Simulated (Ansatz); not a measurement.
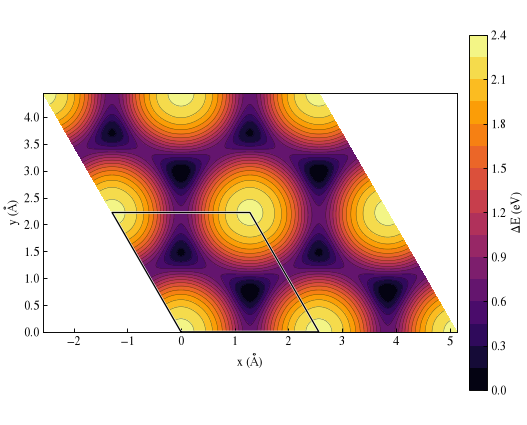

N on a Cu(111) slab cut from the Fm-3m phase, its upper half relaxed before the scan (12 atoms of substrate and one adsorbate in a 2 × 2 cell). N is moved over the surface cell; relaxed at each place: the height of the adsorbate's atoms; substrate rigid; the origin of the map has the adsorbate above Cu9. Places are given modulo a cell vector. The map is drawn in real space over the plane of the surface. The scan uses a 6 × 6 grid; 10 points were computed and 26 follow by symmetry. Places are given in fractions of the 1 × 1 surface cell. All energies are given in eV relative to the lowest grid point. Level of theory: Ansatz 0.2.0, DFT PBE, scalar-relativistic, plane waves, PAW. Settings: cutoff 420 eV, k-mesh 6×6×1, gaussian smearing 0.1 eV, no spin polarisation.

The picture shows filled contours, the outline of one cell of the 2 × 2 shown. Between grid points the surface is interpolated.

The lowest grid point is at a threefold hollow over a third-layer Cu atom, (4/6, 2/6) of the cell vectors. A higher local minimum lies near a threefold hollow over a second-layer Cu atom, (2/6, 4/6) of the cell vectors (0.12 eV above the lowest at that grid point). The highest grid point, the top site over a surface Cu atom, (0/6, 0/6) of the cell vectors, lies 2.30 eV above the lowest. On the interpolated surface the easiest way out of the lowest well to the well at a threefold hollow over a second-layer Cu atom, (2/6, 4/6) of the cell vectors passes a barrier of about 0.63 eV. At the lowest point the adsorbate has 3 Cu at 1.83 Å as nearest neighbours, at the highest 1 Cu at 1.69 Å. Its relaxed height above the top atom is 1.07 Å at the lowest and 1.69 Å at the highest point.

N is replaced by O; all else is set up alike. The runs have no spin polarisation; a magnetic state may lie lower.

What will the new map look like?

The lowest place stays at a threefold hollow over a third-layer Cu atom, (4/6, 2/6) of the cell vectors. The span from the lowest to the highest grid point shrinks from 2.30 to 1.80 eV. The easiest pass out of the lowest well goes from about 0.63 to about 0.44 eV on the interpolated surfaces. Higher wells of the new map: a threefold hollow over a second-layer Cu atom, (2/6, 4/6) of the cell vectors, 0.10 eV up (that grid point lay 0.12 eV up before). In the new map: at the lowest point the adsorbate has 3 Cu at 1.88 Å as nearest neighbours, at the highest 1 Cu at 1.72 Å. Its relaxed height above the top atom is 1.16 Å at the lowest and 1.72 Å at the highest point.

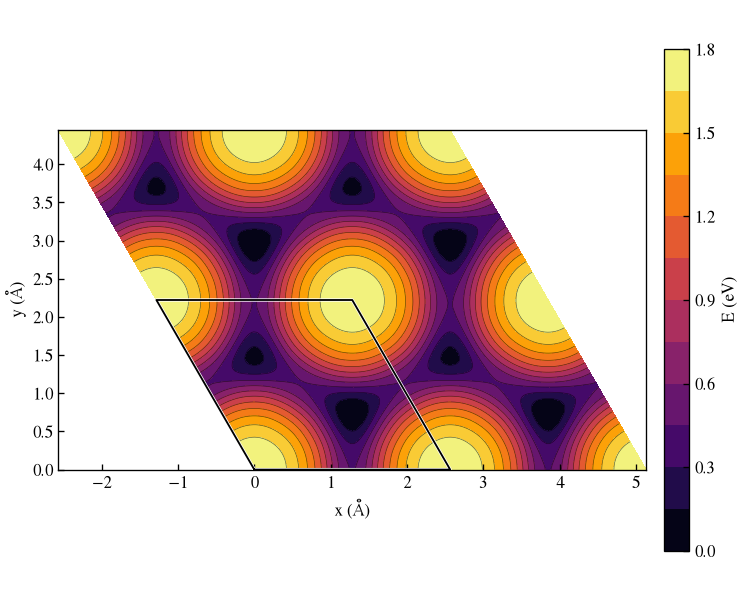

The map after the change, on a colour scale of its own. Drawn: filled contours, the outline of one cell of the 2 × 2 shown. Between grid points the surface is interpolated.

PAW datasets: the set soft_1.
